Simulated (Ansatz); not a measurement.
Run report: SiO2, molecular dynamics (part 4 of 4)

Continued. System: SiO2 (slab, 24 atoms in the cell). Method: DFT PBE, scalar-relativistic, plane waves, PAW, PAW set soft_1, no spin polarisation (Ansatz 0.2.0); cutoff 420 eV, 2×2×1 k-mesh, Fermi–Dirac smearing of 0.05 eV. The structure derives from an entry of the Crystallography Open Database. The input holds or restrains some coordinates. It belongs to a series of runs on one base structure; here: dynamics from the start.

Geometry of the input (Å; fractional positions):
```
5.9206  0.0000  0.0000
0.0000  5.3368  0.0000
0.0000  0.0000  17.7714
Si 0.0000  0.0000  0.0563
Si 0.5000  0.2500  0.0563
O  1.0000  0.0000  0.1546
O  0.1941  0.2500  0.0563
O  0.5000  0.0000  0.1099
O  0.8059  0.2500  0.0563
Si 0.5000  0.0000  0.2566
Si 0.0000  0.2500  0.2317
O  0.5000  0.0000  0.3489
O  0.6879  0.2500  0.2302
O  0.0000  0.0000  0.2888
O  0.3121  0.2500  0.2302
Si 0.0000  0.5000  0.0563
Si 0.5000  0.7500  0.0563
O  1.0000  0.5000  0.1546
O  0.1941  0.7500  0.0563
O  0.5000  0.5000  0.1099
O  0.8059  0.7500  0.0563
Si 0.5000  0.5000  0.2566
Si 0.0000  0.7500  0.2317
O  0.5000  0.5000  0.3489
O  0.6879  0.7500  0.2302
O  0.0000  0.5000  0.2888
O  0.3121  0.7500  0.2302
```

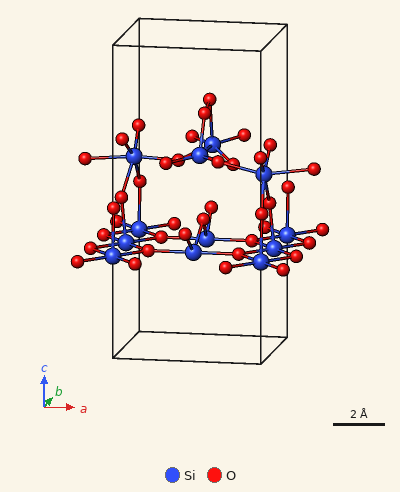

Fig. 1: The geometry at step 67 of the log (ball-and-stick view of the cell of the calculation, with the vacuum cut short, seen slightly off an axis; bonded neighbours outside the cell are drawn too).

## Trajectory as extended XYZ, continued
```
24
Lattice="5.9206 0.0000 0.0000 0.0000 5.3368 0.0000 0.0000 0.0000 17.7714" Properties=species:S:1:pos:R:3:forces:R:3 step=51 time_fs=51.0 energy=-14169.67558 temperature=1393.9
Si    0.0000    0.0000    1.0000   -0.0563   0.2561   5.3353
Si    2.9603    1.3342    1.0000   -0.0539  -3.6346  -0.9905
O     5.9828    0.0074    2.7131   -0.4853  -0.4549   2.3478
O     1.1492    1.3342    1.0000   -1.4199   0.4583  -3.4061
O     2.9146    0.0746    2.0969    0.4789  -1.8877  -0.5453
O     4.7714    1.3342    1.0000    1.8122  -0.6531  -3.6936
Si    3.0522   -0.2690    4.5762   -2.0302   0.1989   1.9036
Si   -0.0061    1.2176    4.1757    0.2378   0.4641   2.1376
O     2.9557   -0.8426    6.4243    0.2978  -1.5942  -1.7394
O     4.0862    1.1652    4.4806   -1.5458  -0.3652  -1.3304
O    -0.1022   -0.1031    5.1961    0.9076  -1.9661  -1.9718
O     1.8267    1.1467    4.5008    1.5130   0.0664  -0.6629
Si    0.0000    2.6684    1.0000   -0.2052  -0.2718   5.5659
Si    2.9603    4.0026    1.0000    0.0500   3.2087   0.4768
O     5.8289    2.6212    2.7074    0.8017   0.2529   1.9203
O     1.1492    4.0026    1.0000   -1.3870  -0.4465  -2.9092
O     3.0680    2.6332    1.8746   -1.0403   1.9566   1.7385
O     4.7714    4.0026    1.0000    1.7379   0.5323  -3.1839
Si    2.9930    2.4835    4.7542   -0.9020   0.4919   0.8981
Si    0.0659    3.9121    4.0375   -1.2138  -0.8409   3.0758
O     3.0890    2.7772    6.4594   -0.5272   3.1083  -1.9011
O     4.0352    3.7868    4.1167    0.4912   0.1284  -0.7334
O    -0.0992    2.5683    5.2145    0.9963   0.5031  -2.3555
O     1.7887    3.7792    4.1309    1.5429   0.4890   0.0235
24
Lattice="5.9206 0.0000 0.0000 0.0000 5.3368 0.0000 0.0000 0.0000 17.7714" Properties=species:S:1:pos:R:3:forces:R:3 step=55 time_fs=55.0 energy=-14170.01438 temperature=1556.3
Si    0.0000    0.0000    1.0000   -0.1082   0.2299   5.5670
Si    2.9603    1.3342    1.0000    0.0540  -2.2096  -0.5807
O     5.9831    0.0143    2.7505   -0.5231  -0.4997   1.6761
O     1.1492    1.3342    1.0000   -1.4332   0.5402  -3.1507
O     2.9018    0.0506    2.0688    0.6017  -1.3208   0.0526
O     4.7714    1.3342    1.0000    1.8167  -0.7778  -3.5627
Si    3.0512   -0.2786    4.5630   -1.9073   0.3412   1.7319
Si   -0.0359    1.1950    4.1841    0.5751   0.1780   2.6083
O     2.9758   -0.9466    6.4732    0.1923  -0.6176  -2.0275
O     4.0603    1.1528    4.5620   -0.5763  -0.7865  -1.6510
O    -0.0726   -0.1411    5.2320    0.6463  -1.4039  -2.4028
O     1.8353    1.1698    4.5275    1.0339  -0.4099  -0.9104
Si    0.0000    2.6684    1.0000   -0.3149  -0.2287   5.6762
Si    2.9603    4.0026    1.0000    0.1004   2.6916   0.1366
O     5.7881    2.6211    2.7153    1.2254   0.2159   1.8267
O     1.1492    4.0026    1.0000   -1.4965  -0.4646  -2.7163
O     3.0949    2.6589    1.9092   -1.3903   0.3467   1.0826
O     4.7714    4.0026    1.0000    1.8870   0.7545  -3.1871
Si    2.9971    2.4922    4.7260   -1.0545   0.1261   0.6972
Si    0.0950    3.8849    4.0713   -2.1164  -0.7412   2.9618
O     3.0869    2.8795    6.4136   -0.4531   1.8775  -1.0915
O     4.0554    3.7624    4.1073   -0.4230   0.8996  -0.4169
O    -0.1208    2.5408    5.2310    1.2338   0.5959  -2.3767
O     1.7813    3.7619    4.1359    2.4304   0.6632   0.0573
24
Lattice="5.9206 0.0000 0.0000 0.0000 5.3368 0.0000 0.0000 0.0000 17.7714" Properties=species:S:1:pos:R:3:forces:R:3 step=59 time_fs=59.0 energy=-14169.94621 temperature=1520.1
Si    0.0000    0.0000    1.0000   -0.1404   0.1810   5.8538
Si    2.9603    1.3342    1.0000    0.1597  -0.9619  -0.1285
O     5.9785    0.0165    2.8038   -0.4967  -0.4953   0.7246
O     1.1492    1.3342    1.0000   -1.4852   0.5181  -2.8256
O     2.8948    0.0143    2.0412    0.6525  -0.2461   0.5475
O     4.7714    1.3342    1.0000    1.8030  -0.8216  -3.3002
Si    3.0398   -0.2862    4.5592   -1.6321   0.6675   1.0908
Si   -0.0625    1.1733    4.2064    0.8233  -0.1803   2.3533
O     2.9977   -1.0534    6.5030   -0.1878   4.6801  -1.5686
O     4.0291    1.1332    4.6278    0.6280  -0.8237  -1.6433
O    -0.0367   -0.1926    5.2453    0.3296  -0.5629  -2.0024
O     1.8535    1.1890    4.5454    0.2187  -0.7957  -1.0089
Si    0.0000    2.6684    1.0000   -0.4082  -0.1622   5.9743
Si    2.9603    4.0026    1.0000    0.1511   1.7794  -0.2244
O     5.7590    2.6231    2.7404    1.6018   0.1059   1.3093
O     1.1492    4.0026    1.0000   -1.6481  -0.4447  -2.5394
O     3.1084    2.6882    1.9542   -1.6049  -1.1401   0.4132
O     4.7714    4.0026    1.0000    2.0219   0.8813  -3.1360
Si    2.9955    2.5014    4.7014   -0.8640  -0.4804  -0.1695
Si    0.1128    3.8536    4.1211   -2.5413  -0.6647   2.0418
O     3.0806    2.9967    6.3572   -0.0769  -3.8455  -0.4279
O     4.0717    3.7465    4.0940   -1.1048   1.4721   0.1807
O    -0.1306    2.5190    5.2250    1.3078   0.5560  -1.7249
O     1.7967    3.7511    4.1416    2.4930   0.7841   0.2103
24
Lattice="5.9206 0.0000 0.0000 0.0000 5.3368 0.0000 0.0000 0.0000 17.7714" Properties=species:S:1:pos:R:3:forces:R:3 step=63 time_fs=63.0 energy=-14169.01398 temperature=1076.6
Si    0.0000    0.0000    1.0000   -0.1581   0.1309   6.1015
Si    2.9603    1.3342    1.0000    0.2053  -0.0983   0.2171
O     5.9691    0.0140    2.8642   -0.4203  -0.4243  -0.2498
O     1.1492    1.3342    1.0000   -1.5703   0.4079  -2.5246
O     2.8940   -0.0243    2.0188    0.6274   1.0729   0.9620
O     4.7714    1.3342    1.0000    1.8101  -0.8064  -3.0023
Si    3.0194   -0.2902    4.5614   -1.2716   0.9003   0.6357
Si   -0.0847    1.1506    4.2413    0.9802  -0.7480   1.2855
O     3.0176   -1.1113    6.5189   -0.5760  12.5949  -0.0005
O     4.0039    1.1059    4.6778    1.7667  -0.4058  -1.5119
O     0.0023   -0.2492    5.2401    0.0410   0.6304  -0.6293
O     1.8738    1.2006    4.5537   -0.7021  -1.0602  -1.0330
Si    0.0000    2.6684    1.0000   -0.4651  -0.0894   6.3431
Si    2.9603    4.0026    1.0000    0.2148   0.4354  -0.4883
O     5.7453    2.6261    2.7781    1.8378  -0.0502   0.6009
O     1.1492    4.0026    1.0000   -1.8217  -0.3980  -2.4034
O     3.1066    2.7070    2.0033   -1.6302  -1.9538  -0.2137
O     4.7714    4.0026    1.0000    2.1127   0.8786  -3.0277
Si    2.9894    2.5080    4.6758   -0.3584  -0.9337  -0.9583
Si    0.1169    3.8187    4.1815   -2.2116  -0.5089  -0.0457
O     3.0737    3.0729    6.2955    0.3403 -12.3296  -0.8506
O     4.0779    3.7446    4.0825   -1.0902   1.6866   0.7395
O    -0.1280    2.5024    5.2031    1.1677   0.2028  -0.2120
O     1.8351    3.7477    4.1492    1.1718   0.8662   0.2659
24
Lattice="5.9206 0.0000 0.0000 0.0000 5.3368 0.0000 0.0000 0.0000 17.7714" Properties=species:S:1:pos:R:3:forces:R:3 step=67 time_fs=67.0 energy=-14169.50128 temperature=1305.1
Si    0.0000    0.0000    1.0000   -0.1644   0.1004   6.6897
Si    2.9603    1.3342    1.0000    0.1906   0.4190   0.7727
O     5.9557    0.0074    2.9219   -0.3122  -0.2894  -1.4805
O     1.1492    1.3342    1.0000   -1.6415   0.2599  -2.4868
O     2.8992   -0.0527    2.0053    0.5419   2.1320   0.8843
O     4.7714    1.3342    1.0000    1.8117  -0.7377  -2.9160
Si    2.9921   -0.2895    4.5676   -0.6815   0.6269   1.1859
Si   -0.1015    1.1238    4.2834    1.0017  -1.3114   0.3847
O     3.0326   -1.0622    6.5316   -0.2836   5.5855  -1.5644
O     3.9952    1.0748    4.7131    2.3193   0.0874  -1.5494
O     0.0418   -0.2995    5.2292   -0.1500   1.9713   1.0938
O     1.8876    1.2020    4.5520   -1.2508  -1.3018  -1.1556
Si    0.0000    2.6684    1.0000   -0.4818  -0.0327   7.0980
Si    2.9603    4.0026    1.0000    0.2682  -0.9458  -0.2021
O     5.7491    2.6285    2.8213    1.8439  -0.2025  -0.5609
O     1.1492    4.0026    1.0000   -1.9346  -0.3262  -2.4813
O     3.0892    2.7074    2.0501   -1.4597  -2.0414  -1.0697
O     4.7714    4.0026    1.0000    2.1059   0.7602  -3.0376
Si    2.9813    2.5098    4.6453    0.3589  -0.8817  -0.9401
Si    0.1090    3.7811    4.2416   -1.5530  -0.1170  -2.4189
O     3.0693    3.0451    6.2283    0.0434  -5.5982   1.4749
O     4.0742    3.7587    4.0777   -0.3485   1.5912   0.7774
O    -0.1142    2.4872    5.1793    0.8647  -0.6468   1.6259
O     1.8840    3.7527    4.1590   -1.0885   0.8988  -0.1239
24
Lattice="5.9206 0.0000 0.0000 0.0000 5.3368 0.0000 0.0000 0.0000 17.7714" Properties=species:S:1:pos:R:3:forces:R:3 step=72 time_fs=72.0 energy=-14169.38880 temperature=1255.1
Si    0.0000    0.0000    1.0000   -0.1620   0.1009   7.3532
Si    2.9603    1.3342    1.0000    0.1174   0.7629   1.3528
O     5.9349   -0.0046    2.9731   -0.1673  -0.1130  -2.5712
O     1.1492    1.3342    1.0000   -1.7206   0.0768  -2.6139
O     2.9129   -0.0596    1.9996    0.3995   2.3253   0.3480
O     4.7714    1.3342    1.0000    1.8001  -0.5919  -2.9315
Si    2.9534   -0.2839    4.5853    0.3059   0.4118   2.1865
Si   -0.1148    1.0801    4.3387    0.9361  -1.5114  -0.4059
O     3.0473   -0.9308    6.5247   -0.2890  -1.6843  -3.3265
O     4.0147    1.0375    4.7359    1.7378   0.6380  -1.7343
O     0.0892   -0.3358    5.2312   -0.2264   2.3764   2.4164
O     1.8886    1.1862    4.5340   -0.9409  -1.2458  -1.2695
Si    0.0000    2.6684    1.0000   -0.4135  -0.0090   7.8801
Si    2.9603    4.0026    1.0000    0.2540  -2.0050   0.5786
O     5.7784    2.6289    2.8664    1.4963  -0.2721  -1.7706
O     1.1492    4.0026    1.0000   -1.9603  -0.1926  -2.6229
O     3.0481    2.6813    2.0934   -1.0030  -1.3981  -1.8511
O     4.7714    4.0026    1.0000    1.9935   0.5331  -3.0243
Si    2.9743    2.5052    4.5999    0.9881  -0.7438  -0.9930
Si    0.0874    3.7341    4.2972   -1.0450   1.0258  -4.2912
O     3.0648    2.9404    6.1673    0.0002   1.8137   4.2158
O     4.0661    3.7969    4.0817    0.7704   0.8579   0.5300
O    -0.0857    2.4584    5.1731    0.4869  -1.6108   3.2642
O     1.9284    3.7705    4.1689   -3.3583   0.4548  -0.7195
24
Lattice="5.9206 0.0000 0.0000 0.0000 5.3368 0.0000 0.0000 0.0000 17.7714" Properties=species:S:1:pos:R:3:forces:R:3 step=76 time_fs=76.0 energy=-14169.45368 temperature=1286.4
Si    0.0000    0.0000    1.0000   -0.1489   0.1242   7.6217
Si    2.9603    1.3342    1.0000    0.0403   0.9044   1.4122
O     5.9163   -0.0155    2.9874   -0.0623   0.0035  -2.6562
O     1.1492    1.3342    1.0000   -1.7960  -0.0680  -2.7439
O     2.9283   -0.0406    1.9992    0.2680   1.4827  -0.1602
O     4.7714    1.3342    1.0000    1.7882  -0.4505  -2.9427
Si    2.9238   -0.2768    4.6123    0.9399   0.3229   2.5627
Si   -0.1196    1.0361    4.3808    0.9833  -0.9831  -0.9477
O     3.0559   -0.8371    6.4849   -0.4101  -2.8004  -3.0722
O     4.0492    1.0142    4.7355    0.3973   0.9776  -1.7829
O     0.1246   -0.3402    5.2574   -0.3033   0.9686   2.2900
O     1.8793    1.1603    4.5060   -0.0463  -0.7528  -1.1862
Si    0.0000    2.6684    1.0000   -0.2949  -0.0294   8.1295
Si    2.9603    4.0026    1.0000    0.1735  -2.1743   1.1743
O     5.8183    2.6263    2.8846    1.0046  -0.2040  -2.0688
O     1.1492    4.0026    1.0000   -1.9167  -0.0502  -2.6531
O     3.0042    2.6450    2.1089   -0.5047  -0.4879  -1.8258
O     4.7714    4.0026    1.0000    1.8727   0.3528  -2.9235
Si    2.9744    2.4970    4.5577    0.9683  -0.3000  -0.3959
Si    0.0633    3.7021    4.3166   -0.8795   1.6130  -3.8289
O     3.0611    2.8693    6.1607   -0.0152   2.9433   3.4638
O     4.0667    3.8372    4.0909    1.0595  -0.1192   0.3987
O    -0.0572    2.4196    5.2014    0.3718  -0.9771   2.9710
O     1.9301    3.7899    4.1696   -3.4896  -0.2962  -0.8359
24
Lattice="5.9206 0.0000 0.0000 0.0000 5.3368 0.0000 0.0000 0.0000 17.7714" Properties=species:S:1:pos:R:3:forces:R:3 step=80 time_fs=80.0 energy=-14169.84990 temperature=1476.4
Si    0.0000    0.0000    1.0000   -0.1241   0.1606   7.7992
Si    2.9603    1.3342    1.0000   -0.0269   0.9495   1.0532
O     5.8970   -0.0265    2.9765    0.0347   0.1165  -2.1463
O     1.1492    1.3342    1.0000   -1.8867  -0.2239  -2.9318
O     2.9463   -0.0076    1.9974    0.1183   0.1161  -0.5234
O     4.7714    1.3342    1.0000    1.7737  -0.2912  -2.9916
Si    2.8992   -0.2680    4.6531    1.1306  -0.1585   2.1954
Si   -0.1190    0.9869    4.4177    1.2136   0.0687  -1.3089
O     3.0606   -0.7698    6.4161   -0.4683  -2.9498  -2.0002
O     4.0874    1.0002    4.7181   -1.1438   1.1907  -1.6841
O     0.1571   -0.3357    5.3053   -0.5141  -0.8876   1.5427
O     1.8696    1.1272    4.4666    0.8405  -0.0338  -0.9853
Si    0.0000    2.6684    1.0000   -0.1467  -0.0787   8.2234
Si    2.9603    4.0026    1.0000    0.0655  -1.9798   1.5870
O     5.8677    2.6218    2.8832    0.3965  -0.0732  -1.8765
O     1.1492    4.0026    1.0000   -1.8440   0.1040  -2.6753
O     2.9554    2.6041    2.1072    0.0521   0.6592  -1.2791
O     4.7714    4.0026    1.0000    1.7464   0.1850  -2.8224
Si    2.9796    2.4873    4.5136    0.5291   0.3214   0.7463
Si    0.0345    3.6786    4.3154   -0.4931   1.2752  -2.1785
O     3.0572    2.8260    6.1865   -0.0923   3.0780   1.3700
O     4.0770    3.8763    4.1040    0.6934  -1.1504   0.2155
O    -0.0251    2.3720    5.2573    0.2672   0.5035   1.3573
O     1.8993    3.8065    4.1625   -2.1214  -0.9013  -0.6866
```
